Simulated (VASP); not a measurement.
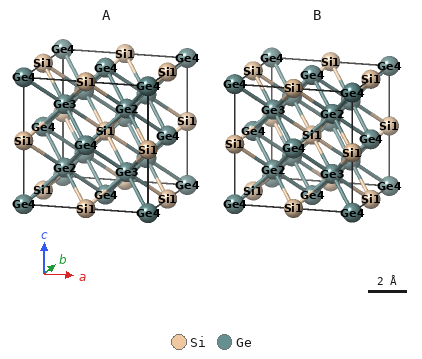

Two geometries of a crystal of SiGe3 (a generated structure, set up in Fm-3m), drawn at one scale. One is the start of a relaxation, the other its converged end. A ball-and-stick model of the conventional cell (4 times the calculation's cell), seen slightly off an axis. Lengths and directions refer to the drawn axes.

The calculation used VASP 6.6.1, Kohn-Sham DFT of a periodic cell, PBE, VASP PAW PBE potentials, recommended. Set-up: plane-wave cutoff 520 eV; k-point mesh 5 × 5 × 5; occupations gaussian; smearing width 0.15 eV; no spin polarisation.

Question: Which one is relaxed?

Answer: Structure B is the relaxed one. The run lets cell and atoms move. The atoms keep their places relative to the cell (all moves are under 0.005 Å). The volume changes by −15.3 %, with a = b = c 6.941 → 6.566 Å (−5.4 %). Among the contacts that change: Si1–Ge2 3.006 → 2.843 Å, Ge2–Ge4 3.006 → 2.843 Å. The space group stays Fm-3m (No. 225). The energy falls by 77.7 meV per atom in 1 geometry step. All forces vanish by symmetry, so only the cell relaxes. Pressure: −8.58 GPa at the start and 0.58 GPa at the end. The volume changes by over a tenth within one run on a fixed set of plane waves, so the end point should be relaxed again from the new cell. It ran on 1 thread of Intel(R) Xeon(R) 6975P-C (Granite Rapids), with other jobs on the host.
